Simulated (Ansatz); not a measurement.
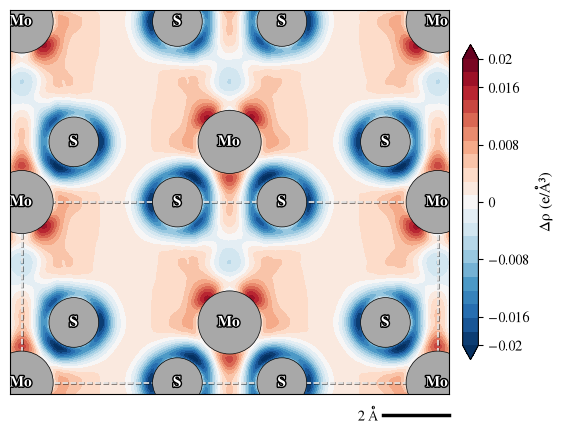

MoS₂. Difference of the valence pseudo-densities of two functionals at the same geometry, on the (110) plane of the calculation cell: one of LDA and r2SCAN less the other.

Both computed with Ansatz (plane waves, PAW), on the same k-point mesh. Grey discs cover the atomic cores.

Which was subtracted from which, and what does the map show?

It is LDA less r2SCAN. Against r2SCAN, LDA gives more density around Mo (+0.006 e/Å³ on average at 1.1 Å from the nucleus), less density around S (−0.014 e/Å³ on average at 0.9 Å from the nucleus) and a change of −0.009 e/Å³ at the midpoint of Mo–S.
